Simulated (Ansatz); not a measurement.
**HfSi₃O₈: density, localisation and related maps**

Input

```
crystal:
  lattice:
    - [5.5014551, 0.0, 0.0]
    - [0.0, 5.5014551, 0.0]
    - [0.0, 0.0, 7.9863852]
  atoms:
    - { symbol: Hf, position: [0.0, 0.0, 0.5] }
    - { symbol: Si, position: [0.5, 0.0, 0.77929] }
    - { symbol: Si, position: [0.0, 0.5, 0.22071] }
    - { symbol: Si, position: [0.5, 0.5, 0.0] }
    - { symbol: O, position: [0.733765, 0.0, 0.65662] }
    - { symbol: O, position: [0.249062, 0.5, 0.109085] }
    - { symbol: O, position: [0.266235, 0.0, 0.65662] }
    - { symbol: O, position: [0.750938, 0.5, 0.109085] }
    - { symbol: O, position: [0.0, 0.266235, 0.34338] }
    - { symbol: O, position: [0.5, 0.750938, 0.890915] }
    - { symbol: O, position: [0.0, 0.733765, 0.34338] }
    - { symbol: O, position: [0.5, 0.249062, 0.890915] }
basis:
  ecutwfc: 500
kpoints:
  mp_grid: { grid: [4, 4, 4] }
  band_path:
    path:
      - [[0.0, 0.0, 0.0], [0.0, 0.5, 0.0], [0.5, 0.5, 0.0], [0.0, 0.0, 0.0], [0.0, 0.0, 0.5], [0.0, 0.5, 0.5], [0.5, 0.5, 0.5], [0.0, 0.0, 0.5]]
      - [[0.0, 0.5, 0.0], [0.0, 0.5, 0.5]]
      - [[0.5, 0.5, 0.0], [0.5, 0.5, 0.5]]
    npoints: 10
hamiltonian:
  xc: r2scan
scf:
  occupations: { method: gaussian, width: 0.02 }
  n_extra_bands: 30
output:
  forces: true
  stress: true
  eigenvalues: true
  populations: true
  dos: { projected: true, de: 0.02, nscf_kmesh: { grid: [6, 6, 6] } }
  bader: false
  write_density: true
  write_potential: true
  elf: true
  volumetric_format: npy
```

Run with:

```sh
ansatz run input.yaml --threads 4 --pin off --max-ram 8192MiB --backend cpu --events-out ev --progress --plain --runs-dir out
```

Below, planes, directions and counts refer to the conventional cell (a = 5.50 Å, b = 5.50 Å, c = 7.99 Å, α = 90.00°, β = 90.00°, γ = 90.00°).

Space group P-4m2; a structure generated by program, which may or may not match a known phase; computed pressure about −3 GPa in this cell.

Computed with DFT r2SCAN, scalar-relativistic, plane waves, PAW in Ansatz.

In a PAW calculation such maps are meaningful between the atoms, not at the nuclei.

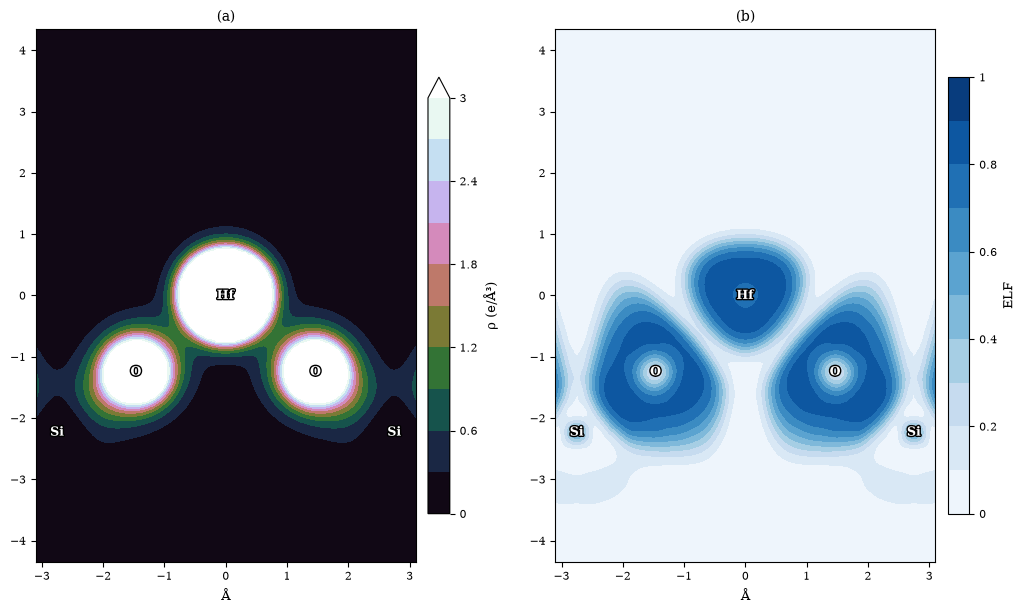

Figure 1. (a) valence pseudo-density; (b) ELF on the (100) plane of the conventional cell.

Read the bonding off the picture.

- Atoms in the plane: Hf, Si and O.
- Si–O (1.62 Å): ρ at the midpoint is about 1.3 e/Å³; the ELF peaks at about 0.85 between the atoms; a short, strongly polar bond.
- Hf–O (1.93 Å): ρ is about 1.1 e/Å³ halfway; the ELF peaks at about 0.80 in the valence shell of O, 0.6 Å from its nucleus, and drops to about 0.20 between the two atoms; no shared electron pair shows on this line.
- The density dies away to nearly zero in the voids.
- The features right at Hf lie inside the PAW spheres, where the map follows smoothed inner orbitals and isn't to be read closely.

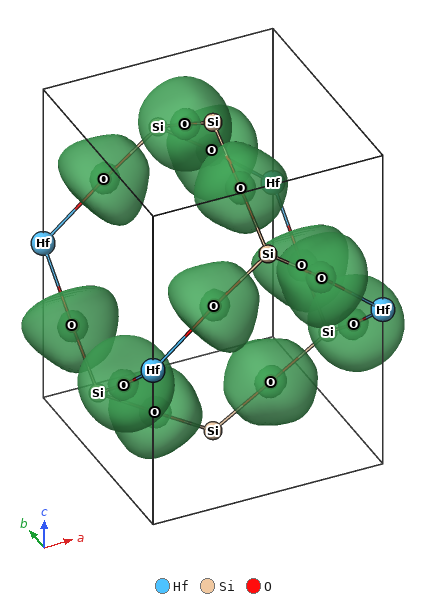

Figure 2. Isosurface of the electron localisation function at 0.65 (green), seen at an oblique angle. Core shells and regions of very low density are left out. Sticks mark near contacts.

Identify the bonds, lone pairs and shells in this picture.

The surface consists of eight regions on O in which the atom's valence shell and bonds are merged, counted in one cell of 12 atoms. Regions shared between cells count once.

Does the calculation make it a metal, or give it a gap?

It is gapped, with a Kohn–Sham gap of 5.2 eV on the k-point mesh (the band edges may lie off the mesh, which would make the gap smaller).
